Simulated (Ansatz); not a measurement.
# Geometry relaxation, with input and output: Ta₃N (part 2 of 2)

The same run, continued: Ta₃N (I4/mmm, 4 atoms in the cell); DFT r2SCAN, scalar-relativistic, plane waves, PAW, no spin polarisation (Ansatz 0.2.0); cutoff 500 eV, 6×6×6 k-mesh, Gaussian smearing of 0.1 eV. The structure was built on a prototype by a generator; it need not be a known phase. It belongs to a series of runs on one base structure; here: TiAl3 (D0_22) type (I4/mmm, No. 139).

Geometry of the input (Å; fractional positions):
```
-1.8877  1.8877  4.2166
1.8877  -1.8877  4.2166
1.8877  1.8877  -4.2166
Ta 0.5000  0.5000  0.0000
Ta 0.2500  0.7500  0.5000
Ta 0.7500  0.2500  0.5000
N  0.0000  0.0000  0.0000
```

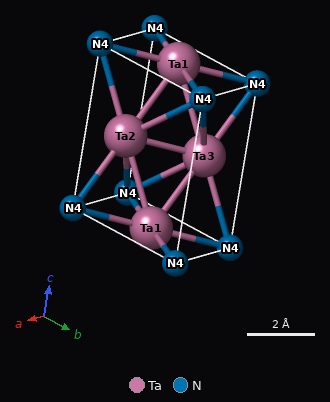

*The geometry at step 3 of the log (ball-and-stick view of the reduced cell, seen slightly off an axis; atoms are numbered from 1 in the order of the input).*

What the program printed, continued
```
SCF iter   1: F=-30213.681110 eV  HF=-30213.877018 eV  |F-HF|=1.96e-1  |Δ(HF+E_count)|=         —  Δρ=1.65e-2  dr2=4.00e-1  dr2_τ=1.74e-1  ethr=9.02e-4  ⟨swp⟩=1.0  Hψ=5475  notcnv=0
preconditioner: auto → Kerker (q_TF=auto, 2.600 Å⁻¹)  [metal: Δε(μ)=0.015 eV  Ē_g=6.417 eV  σ=0.100 eV  W_gap=0.08  n_scr=14 (ndim 8)  ℏωp=21.7 eV  f_vac=0.000  D(μ)=3.34/eV (n_scr^D=32)]
SCF iter   2: F=-30213.949054 eV  HF=-30213.962000 eV  |F-HF|=1.29e-2  |Δ(HF+E_count)|=   8.50e-2  Δρ=6.44e-3  dr2=3.65e-2  dr2_τ=7.73e-3  ethr=9.02e-4  ⟨swp⟩=2.3  Hψ=1252  notcnv=0
SCF iter   3: F=-30213.962469 eV  HF=-30213.965549 eV  |F-HF|=3.08e-3  |Δ(HF+E_count)|=   3.55e-3  Δρ=2.92e-3  dr2=7.80e-3  dr2_τ=3.17e-4  ethr=8.30e-5  ⟨swp⟩=1.3  Hψ=1087  notcnv=0  defer=1
SCF iter   4: F=-30213.965038 eV  HF=-30213.965413 eV  |F-HF|=3.75e-4  |Δ(HF+E_count)|=   1.36e-4  Δρ=9.05e-4  dr2=5.96e-4  dr2_τ=4.94e-5  ethr=1.77e-5  ⟨swp⟩=2.0  Hψ=1170  notcnv=0  defer=1
SCF iter   5: F=-30213.965285 eV  HF=-30213.965397 eV  |F-HF|=1.12e-4  |Δ(HF+E_count)|=   1.55e-5  Δρ=5.22e-4  dr2=1.74e-4  dr2_τ=2.70e-5  ethr=1.35e-6  ⟨swp⟩=2.0  Hψ=1247  notcnv=0  defer=1
SCF iter   6: F=-30213.965370 eV  HF=-30213.965381 eV  |F-HF|=1.14e-5  |Δ(HF+E_count)|=   1.57e-5  Δρ=1.48e-4  dr2=2.29e-5  dr2_τ=7.85e-7  ethr=3.95e-7  ⟨swp⟩=2.0  Hψ=1058  notcnv=0  defer=1
SCF iter   7: F=-30213.965382 eV  HF=-30213.965384 eV  |F-HF|=2.28e-6  |Δ(HF+E_count)|=   2.58e-6  Δρ=5.65e-5  dr2=3.39e-6  dr2_τ=3.76e-7  ethr=5.20e-8  ⟨swp⟩=2.0  Hψ=1101  notcnv=0  defer=1
SCF iter   8: F=-30213.965384 eV  HF=-30213.965384 eV  |F-HF|=4.44e-8  |Δ(HF+E_count)|=   8.09e-8  Δρ=1.49e-5  dr2=1.83e-7  dr2_τ=3.28e-9  ethr=9.09e-10  ⟨swp⟩=4.9  Hψ=3406  notcnv=0
SCF 5 converged in 8 iterations: F = -30213.965384 eV  dr2 = 1.83e-7
relax step   5: F+E_penalty+E_count = -30213.96538386 eV  Δ(F+E_penalty+E_count) = -3.639e-2 eV  max|allowed force component| = 6.939e-18 eV/Å  Δτ_max = 0.0000 Å  P = +6.982 GPa  Ω = 58.811 Å³  energy of the carried Pulay correction = +3.696e-4 eV  (8 SCF iters, dr2 threshold 4.00e-7 eV, accepted)
Crystal: 4 atoms, lattice volume = 60.783 Å³
Basis set: ecut = 500 eV, 1549 PW (Γ), exchange–correlation on 160×160×160 points (64 copies of the dense FFT grid, shifted against one another)
iter 1 solved again at ethr=2.55e-4 eV; its pass at ethr=3.10e-3 eV (dr2=1.12e-1 eV) is discarded
SCF iter   1: F=-30213.916107 eV  HF=-30213.957898 eV  |F-HF|=4.18e-2  |Δ(HF+E_count)|=         —  Δρ=7.56e-3  dr2=1.11e-1  dr2_τ=4.86e-2  ethr=2.55e-4  ⟨swp⟩=1.1  Hψ=4755  notcnv=0
preconditioner: auto → Kerker (q_TF=auto, 2.585 Å⁻¹)  [metal: Δε(μ)=0.071 eV  Ē_g=6.205 eV  σ=0.100 eV  W_gap=0.36  n_scr=14 (ndim 8)  ℏωp=21.3 eV  f_vac=0.000  D(μ)=3.21/eV (n_scr^D=32)]
SCF iter   2: F=-30214.004937 eV  HF=-30214.008264 eV  |F-HF|=3.33e-3  |Δ(HF+E_count)|=   5.04e-2  Δρ=3.33e-3  dr2=7.77e-3  dr2_τ=3.74e-3  ethr=2.53e-4  ⟨swp⟩=2.0  Hψ=1278  notcnv=0
SCF iter   3: F=-30214.006270 eV  HF=-30214.008098 eV  |F-HF|=1.83e-3  |Δ(HF+E_count)|=   1.66e-4  Δρ=1.43e-3  dr2=3.24e-3  dr2_τ=1.24e-4  ethr=1.77e-5  ⟨swp⟩=2.0  Hψ=1145  notcnv=0
SCF iter   4: F=-30214.007507 eV  HF=-30214.007728 eV  |F-HF|=2.22e-4  |Δ(HF+E_count)|=   3.70e-4  Δρ=5.38e-4  dr2=4.52e-4  dr2_τ=4.93e-5  ethr=7.37e-6  ⟨swp⟩=2.1  Hψ=1135  notcnv=0
SCF iter   5: F=-30214.007702 eV  HF=-30214.007699 eV  |F-HF|=3.63e-6  |Δ(HF+E_count)|=   2.93e-5  Δρ=1.73e-4  dr2=1.66e-5  dr2_τ=1.37e-6  ethr=1.03e-6  ⟨swp⟩=2.0  Hψ=1206  notcnv=0
SCF iter   6: F=-30214.007711 eV  HF=-30214.007712 eV  |F-HF|=1.46e-6  |Δ(HF+E_count)|=   1.37e-5  Δρ=5.91e-5  dr2=2.69e-6  dr2_τ=2.47e-7  ethr=3.78e-8  ⟨swp⟩=2.0  Hψ=1116  notcnv=0
SCF iter   7: F=-30214.007713 eV  HF=-30214.007713 eV  |F-HF|=5.62e-8  |Δ(HF+E_count)|=   2.49e-7  Δρ=1.06e-5  dr2=6.07e-8  dr2_τ=7.12e-9  ethr=9.09e-10  ⟨swp⟩=3.9  Hψ=3513  notcnv=0
SCF 6 converged in 7 iterations: F = -30214.007713 eV  dr2 = 6.07e-8
relax step   6: F+E_penalty+E_count = -30214.00771279 eV  Δ(F+E_penalty+E_count) = -4.233e-2 eV  max|allowed force component| = 2.602e-18 eV/Å  Δτ_max = 0.0000 Å  P = +0.137 GPa  Ω = 60.783 Å³  energy of the carried Pulay correction = -3.910e-4 eV  (7 SCF iters, dr2 threshold 4.00e-7 eV, accepted)
Initial wavefunctions: pseudopotential atomic-orbital guess (no wavefunctions were taken with the density)
iter 1 solved again at ethr=4.05e-8 eV; its pass at ethr=3.10e-3 eV (dr2=1.78e-5 eV) is discarded
SCF iter   1: F=-30214.010725 eV  HF=-30214.010495 eV  |F-HF|=2.30e-4  |Δ(HF+E_count)|=         —  Δρ=4.96e-4  dr2=1.20e-5  dr2_τ=9.49e-5  ethr=4.05e-8  ⟨swp⟩=3.6  Hψ=6019  notcnv=0
preconditioner: auto → Kerker (q_TF=auto, 2.585 Å⁻¹)  [metal: Δε(μ)=0.073 eV  Ē_g=6.209 eV  σ=0.100 eV  W_gap=0.38  n_scr=14 (ndim 8)  ℏωp=21.3 eV  f_vac=0.000  D(μ)=3.02/eV (n_scr^D=32)]
SCF iter   2: F=-30214.010728 eV  HF=-30214.010664 eV  |F-HF|=6.43e-5  |Δ(HF+E_count)|=   1.69e-4  Δρ=2.61e-4  dr2=3.42e-6  dr2_τ=8.65e-6  ethr=2.73e-8  ⟨swp⟩=2.0  Hψ=1345  notcnv=0
SCF iter   3: F=-30214.010728 eV  HF=-30214.010728 eV  |F-HF|=6.29e-8  |Δ(HF+E_count)|=   6.39e-5  Δρ=2.56e-5  dr2=2.80e-7  dr2_τ=1.03e-7  ethr=7.76e-9  ⟨swp⟩=2.0  Hψ=1290  notcnv=0
SCF iter   4: F=-30214.010728 eV  HF=-30214.010728 eV  |F-HF|=4.60e-8  |Δ(HF+E_count)|=   8.75e-8  Δρ=7.02e-6  dr2=9.98e-9  dr2_τ=5.47e-9  ethr=6.37e-10  ⟨swp⟩=2.0  Hψ=1106  notcnv=0
SCF iter   5: F=-30214.010728 eV  HF=-30214.010728 eV  |F-HF|=3.55e-9  |Δ(HF+E_count)|=   4.61e-8  Δρ=2.42e-6  dr2=1.96e-9  dr2_τ=3.77e-10  ethr=5.82e-12  ⟨swp⟩=5.1  Hψ=3090  notcnv=0
SCF 7 converged in 5 iterations: F = -30214.010728 eV  dr2 = 1.96e-9
relax step   7: F+E_penalty+E_count = -30214.01072806 eV  Δ(F+E_penalty+E_count) = -3.015e-3 eV  max|allowed force component| = 3.777e-29 eV/Å  Δτ_max = 0.0000 Å  P = +0.197 GPa  Ω = 60.783 Å³  stress off target by 4.24e-1 GPa  SCF on the basis re-selected at this cell (its energy is not comparable with the rows above)  (5 SCF iters)
basis re-selected at this cell: Δ(F+E_penalty+E_count) = -3.015e-3 eV, ΔP = +0.060 GPa vs the last step (what re-selecting the basis moved, of the pressure what is left beyond the Pulay correction that the steps carried, after the strain that the cell walked since its last selection, with what the two solves' SCF thresholds leave and, on support functions, any second-order correction that the steps lacked; it is no measure of the basis error at this ecutwfc). This SCF's stress stands 4.24e-1 GPa from its target on what of the cell is left free (relax.cell.stress_tol is 4.00e-1 GPa) and its largest allowed force component is 3.78e-29 eV/Å (relax.f_tol is 4.00e-2 eV/Å): not within both, so this SCF does not close the relaxation
Crystal: 4 atoms, lattice volume = 60.864 Å³
iter 1 solved again at ethr=1.11e-6 eV; its pass at ethr=3.10e-3 eV (dr2=4.87e-4 eV) is discarded
SCF iter   1: F=-30214.010497 eV  HF=-30214.010503 eV  |F-HF|=6.92e-6  |Δ(HF+E_count)|=         —  Δρ=7.32e-4  dr2=5.37e-4  dr2_τ=4.07e-4  ethr=1.11e-6  ⟨swp⟩=2.0  Hψ=4510  notcnv=0
preconditioner: auto → Kerker (q_TF=auto, 2.585 Å⁻¹)  [metal: Δε(μ)=0.035 eV  Ē_g=6.207 eV  σ=0.100 eV  W_gap=0.19  n_scr=14 (ndim 8)  ℏωp=21.3 eV  f_vac=0.000  D(μ)=3.06/eV (n_scr^D=32)]
SCF iter   2: F=-30214.010846 eV  HF=-30214.010856 eV  |F-HF|=9.75e-6  |Δ(HF+E_count)|=   3.52e-4  Δρ=3.38e-4  dr2=5.45e-5  dr2_τ=1.83e-5  ethr=1.11e-6  ⟨swp⟩=2.1  Hψ=1285  notcnv=0
SCF iter   3: F=-30214.010856 eV  HF=-30214.010861 eV  |F-HF|=5.32e-6  |Δ(HF+E_count)|=   5.76e-6  Δρ=1.71e-4  dr2=1.97e-5  dr2_τ=1.26e-6  ethr=1.24e-7  ⟨swp⟩=2.0  Hψ=957  notcnv=0
SCF iter   4: F=-30214.010861 eV  HF=-30214.010861 eV  |F-HF|=2.56e-7  |Δ(HF+E_count)|=   4.63e-7  Δρ=5.29e-5  dr2=1.98e-6  dr2_τ=2.85e-7  ethr=4.48e-8  ⟨swp⟩=2.1  Hψ=976  notcnv=0
SCF iter   5: F=-30214.010861 eV  HF=-30214.010861 eV  |F-HF|=6.59e-9  |Δ(HF+E_count)|=   2.31e-8  Δρ=1.60e-5  dr2=1.25e-7  dr2_τ=6.50e-9  ethr=9.09e-10  ⟨swp⟩=6.2  Hψ=3516  notcnv=0
SCF 8 converged in 5 iterations: F = -30214.010861 eV  dr2 = 1.25e-7
relax step   8: F+E_penalty+E_count = -30214.01086091 eV  Δ(F+E_penalty+E_count) = -1.328e-4 eV  max|allowed force component| = 8.674e-19 eV/Å  Δτ_max = 0.0000 Å  P = -0.006 GPa  Ω = 60.864 Å³  energy of the carried Pulay correction = -3.365e-5 eV  (5 SCF iters, dr2 threshold 4.00e-7 eV, accepted)
iter 1 solved again at ethr=1.29e-8 eV; its pass at ethr=3.10e-3 eV (dr2=5.69e-6 eV) is discarded
SCF iter   1: F=-30214.010895 eV  HF=-30214.010888 eV  |F-HF|=7.15e-6  |Δ(HF+E_count)|=         —  Δρ=4.68e-5  dr2=1.40e-7  dr2_τ=3.91e-8  ethr=1.29e-8  ⟨swp⟩=4.0  Hψ=6317  notcnv=0
preconditioner: auto → Kerker (q_TF=auto, 2.585 Å⁻¹)  [metal: Δε(μ)=0.032 eV  Ē_g=6.206 eV  σ=0.100 eV  W_gap=0.18  n_scr=14 (ndim 8)  ℏωp=21.3 eV  f_vac=0.000  D(μ)=3.05/eV (n_scr^D=32)]
SCF iter   2: F=-30214.010897 eV  HF=-30214.010895 eV  |F-HF|=2.11e-6  |Δ(HF+E_count)|=   7.12e-6  Δρ=2.42e-5  dr2=4.48e-8  dr2_τ=9.30e-8  ethr=3.19e-10  ⟨swp⟩=2.0  Hψ=1074  notcnv=0
SCF iter   3: F=-30214.010897 eV  HF=-30214.010897 eV  |F-HF|=9.13e-10  |Δ(HF+E_count)|=   2.12e-6  Δρ=3.06e-6  dr2=8.15e-9  dr2_τ=8.59e-10  ethr=1.02e-10  ⟨swp⟩=2.0  Hψ=1116  notcnv=0
SCF iter   4: F=-30214.010897 eV  HF=-30214.010897 eV  |F-HF|=6.63e-9  |Δ(HF+E_count)|=   2.56e-9  Δρ=1.73e-6  dr2=8.56e-10  dr2_τ=3.52e-10  ethr=5.82e-12  ⟨swp⟩=5.4  Hψ=2900  notcnv=0
SCF 9 converged in 4 iterations: F = -30214.010897 eV  dr2 = 8.56e-10
relax step   9: F+E_penalty+E_count = -30214.01089729 eV  Δ(F+E_penalty+E_count) = -3.638e-5 eV  max|allowed force component| = 2.602e-18 eV/Å  Δτ_max = 0.0000 Å  P = -0.006 GPa  Ω = 60.864 Å³  stress off target by 5.18e-2 GPa  SCF on the basis re-selected at this cell (its energy is not comparable with the rows above)  (4 SCF iters)
basis re-selected at this cell: Δ(F+E_penalty+E_count) = -3.638e-5 eV, ΔP = -0.000 GPa vs the last step (what re-selecting the basis moved, of the pressure what is left beyond the Pulay correction that the steps carried, after the strain that the cell walked since its last selection, with what the two solves' SCF thresholds leave and, on support functions, any second-order correction that the steps lacked; it is no measure of the basis error at this ecutwfc). This SCF's stress stands 5.18e-2 GPa from its target on what of the cell is left free (relax.cell.stress_tol is 4.00e-1 GPa) and its largest allowed force component is 2.60e-18 eV/Å (relax.f_tol is 4.00e-2 eV/Å): within both
SCF converged after 4 iterations
Free energy (F): -30214.010897 eV
Harris-Foulkes:  -30214.010897 eV  (|F-HF|=6.63e-9)
Internal energy: -30213.995642 eV  (E = F + TS)
E sigma→0 (E₀):  -30214.003270 eV
Entropy (-TS):   -0.015255 eV (-3.814 meV/atom)
Fermi energy:    17.955746 eV
--- Per-component energies (eV) ---
  E_band       = -344.134176
  E_kinetic    = 1229.601348
  E_local      = -1896.391755  (includes V_loc(G=0)·N_el)
  E_nonlocal   = 95.484473
  E_hartree    = 659.651356
  E_xc         = -671.793103
  E_vxc        = -750.249353  (∫ρ·V_xc dr)
  E_paw        = -25398.056604  (= ΣΔE_a)
  E_vpaw       = -381.111580  (= ΣTr[D̂ρ^β])
  E_aug_tail   = 0.000265  (compensation charges beyond the density's cutoff)
  E_vtau       = 39.229472  (kinetic-family band-sum trace: ∫τ·v_τ [+ j·A + Jᵃ·Aᵃ] dr)
  E_ewald      = -4230.193215
  E_core_change = -2.298405  (= ΣΔE_core)
  E_smearing   = -0.015255  (= −TS)
  E_closure    = 0.000000  (closes the sum)
  Σ components = -30214.010897   (vs F -30214.010897, Δ=0.00e0)
--- Forces (eV/Å), atoms counted from 1 ---
  atom   1  Ta    -0.00000000     0.00000000     0.00000000
  atom   2  Ta     0.00000000     0.00000000     0.00000000
  atom   3  Ta     0.00000000     0.00000000     0.00000000
  atom   4  N      0.00000000     0.00000000     0.00000000
  max |Σ_I F_I| component: 3.47e-18 eV/Å
--- Stress (GPa, compression-positive) ---
        0.017117       0.000000       0.000000
        0.000000       0.017117       0.000000
        0.000000      -0.000000      -0.051827
  P = ⅓ Tr σ = -0.0059 GPa (-0.059 kbar)
--- Band table (eV; the first three rows and the last of 30) ---
  k-point 0: bands = ["-52.0953", "-51.1476", "-50.6528", "-18.0311", "-18.0311", "-18.0057", "-18.0057", "-17.9615", "-16.8910", "-16.5733", "-15.8880", "-15.8880", "2.2964", "11.1723", "12.3833", "14.3883", "14.5508", "14.5508", "14.6456", "15.8882", "16.5153", "18.2325", "18.2325", "18.4029", "18.4029", "20.0903", "20.2123"]
  k-point 1: bands = ["-52.0934", "-51.0858", "-50.7146", "-18.1890", "-18.0404", "-18.0296", "-17.8288", "-17.4904", "-16.8839", "-16.6344", "-16.5906", "-15.8305", "2.6007", "11.6959", "13.1397", "13.4091", "14.1244", "14.6637", "15.3589", "16.9358", "17.1286", "17.4114", "17.6797", "18.3250", "19.3431", "20.5645", "21.4071"]
  k-point 2: bands = ["-52.0897", "-50.9607", "-50.8368", "-18.4112", "-18.1117", "-18.0738", "-17.8457", "-17.6392", "-16.8770", "-16.7508", "-16.3076", "-15.7128", "2.9046", "11.8417", "13.5004", "13.8537", "14.4387", "15.0478", "15.3300", "16.4236", "17.3162", "17.9284", "18.1321", "19.8930", "20.0502", "20.0957", "21.2896"]
  k-point 29: bands = ["-52.0934", "-51.1499", "-50.6529", "-18.1648", "-18.1648", "-17.8657", "-17.8657", "-17.6648", "-17.2188", "-16.5703", "-15.8912", "-15.8912", "2.4945", "10.7341", "12.2283", "14.4602", "14.8073", "15.2201", "15.2201", "15.3761", "15.3761", "15.4890", "17.6763", "19.8299", "19.8497", "19.8897", "22.4549"]
--- Relaxed structure (7 steps of the walk, 7 accepted, 2 SCFs on fresh bases) ---
  F+E_penalty+E_count = -30214.01089729 eV   max|allowed force component| = 2.602e-18 eV/Å   (the final SCF, on the basis selected at the relaxed cell)
  cell:  # Å, volume = 60.8642 Å³
    - [-1.7785175597863172, 1.7785175597863172, 4.8104497729504505]
    - [1.7785175597863172, -1.7785175597863172, 4.8104497729504505]
    - [1.7785175597863172, 1.7785175597863172, -4.8104497729504505]
  atoms:
    - { symbol: Ta, position: [0.5, 0.5, 2.0092870827555976e-34] }
    - { symbol: Ta, position: [0.25, 0.75, 0.5] }
    - { symbol: Ta, position: [0.75, 0.25, 0.5] }
    - { symbol: N, position: [1.0113080417019817e-35, 2.164099572981974e-34, 2.2652303771521724e-34] }
```

Trajectory as extended XYZ (Å, eV, eV/Å), 9 frames, from step=1 to step=9
```
4
Lattice="-1.8877 1.8877 4.2166 1.8877 -1.8877 4.2166 1.8877 1.8877 -4.2166" Properties=species:S:1:pos:R:3:forces:R:3 step=1 energy=-30213.73322 pressure_GPa=4.02
Ta    0.0000    0.0000    4.2166    0.0000   0.0000   0.0000
Ta    1.8877    0.0000    2.1083    0.0000   0.0000   0.0000
Ta    0.0000    1.8877    2.1083    0.0000   0.0000   0.0000
N     0.0000    0.0000    0.0000    0.0000   0.0000   0.0000
4
Lattice="-1.8973 1.8973 4.4204 1.8973 -1.8973 4.4204 1.8973 1.8973 -4.4204" Properties=species:S:1:pos:R:3:forces:R:3 step=2 energy=-30213.74869 pressure_GPa=-6.80
Ta    0.0000    0.0000    4.4204    0.0000   0.0000   0.0000
Ta    1.8973    0.0000    2.2102    0.0000   0.0000   0.0000
Ta    0.0000    1.8973    2.2102    0.0000   0.0000   0.0000
N     0.0000    0.0000    0.0000    0.0000   0.0000   0.0000
4
Lattice="-1.8804 1.8804 4.4035 1.8804 -1.8804 4.4035 1.8804 1.8804 -4.4035" Properties=species:S:1:pos:R:3:forces:R:3 step=3 energy=-30213.80056 pressure_GPa=-3.32
Ta    0.0000    0.0000    4.4035    0.0000   0.0000   0.0000
Ta    1.8804    0.0000    2.2017    0.0000   0.0000   0.0000
Ta    0.0000    1.8804    2.2017    0.0000   0.0000   0.0000
N     0.0000    0.0000    0.0000    0.0000   0.0000   0.0000
4
Lattice="-1.8104 1.8104 4.5484 1.8104 -1.8104 4.5484 1.8104 1.8104 -4.5484" Properties=species:S:1:pos:R:3:forces:R:3 step=4 energy=-30213.92900 pressure_GPa=3.56
Ta    0.0000    0.0000    4.5484    0.0000   0.0000   0.0000
Ta    1.8104    0.0000    2.2742    0.0000   0.0000   0.0000
Ta    0.0000    1.8104    2.2742    0.0000   0.0000   0.0000
N     0.0000    0.0000    0.0000    0.0000   0.0000   0.0000
4
Lattice="-1.7581 1.7581 4.7568 1.7581 -1.7581 4.7568 1.7581 1.7581 -4.7568" Properties=species:S:1:pos:R:3:forces:R:3 step=5 energy=-30213.96538 pressure_GPa=6.98
Ta    0.0000    0.0000    4.7568    0.0000   0.0000   0.0000
Ta    1.7581    0.0000    2.3784    0.0000   0.0000   0.0000
Ta    0.0000    1.7581    2.3784    0.0000   0.0000   0.0000
N     0.0000    0.0000    0.0000    0.0000   0.0000   0.0000
4
Lattice="-1.7798 1.7798 4.7973 1.7798 -1.7798 4.7973 1.7798 1.7798 -4.7973" Properties=species:S:1:pos:R:3:forces:R:3 step=6 energy=-30214.00771 pressure_GPa=0.14
Ta    0.0000    0.0000    4.7973    0.0000   0.0000   0.0000
Ta    1.7798    0.0000    2.3986    0.0000   0.0000   0.0000
Ta    0.0000    1.7798    2.3986    0.0000   0.0000   0.0000
N     0.0000    0.0000    0.0000    0.0000   0.0000   0.0000
4
Lattice="-1.7798 1.7798 4.7973 1.7798 -1.7798 4.7973 1.7798 1.7798 -4.7973" Properties=species:S:1:pos:R:3:forces:R:3 step=7 energy=-30214.01073 pressure_GPa=0.20
Ta    0.0000    0.0000    4.7973    0.0000   0.0000   0.0000
Ta    1.7798    0.0000    2.3986    0.0000   0.0000   0.0000
Ta    0.0000    1.7798    2.3986    0.0000   0.0000   0.0000
N     0.0000    0.0000    0.0000    0.0000   0.0000   0.0000
4
Lattice="-1.7785 1.7785 4.8105 1.7785 -1.7785 4.8105 1.7785 1.7785 -4.8105" Properties=species:S:1:pos:R:3:forces:R:3 step=8 energy=-30214.01086 pressure_GPa=-0.01
Ta    0.0000    0.0000    4.8105    0.0000   0.0000   0.0000
Ta    1.7785    0.0000    2.4052    0.0000   0.0000   0.0000
Ta    0.0000    1.7785    2.4052    0.0000   0.0000   0.0000
N     0.0000    0.0000    0.0000    0.0000   0.0000   0.0000
4
Lattice="-1.7785 1.7785 4.8105 1.7785 -1.7785 4.8105 1.7785 1.7785 -4.8105" Properties=species:S:1:pos:R:3:forces:R:3 step=9 energy=-30214.01090 pressure_GPa=-0.01
Ta    0.0000    0.0000    4.8105    0.0000   0.0000   0.0000
Ta    1.7785    0.0000    2.4052    0.0000   0.0000   0.0000
Ta    0.0000    1.7785    2.4052    0.0000   0.0000   0.0000
N     0.0000    0.0000    0.0000    0.0000   0.0000   0.0000
```

Summary

| quantity | value |
| --- | --- |
| outcome | converged |
| space group (tolerance 0.01 Å) | I4/mmm (139) |
| electrons treated | 44 |
| free energy | −30214.0109 eV |
| Fermi energy | 17.956 eV |
| gap on the k-point mesh | none (metallic) |
| pressure | −0.01 GPa |
| final volume | 60.86 Å³ |
| largest force (length of the vector) at the end | under 0.001 eV/Å |
| final cell | a = 5.428 Å, b = 5.428 Å, c = 5.428 Å, α = 141.75°, β = 141.75°, γ = 55.21° |
| hardware | 1 thread of Intel Xeon (Granite Rapids), 192 GiB of memory available, shared host |
| wall time | 37 s |
| peak memory | 0.69 GiB |

Notes

Spin–orbit coupling is left out, which matters for Ta.
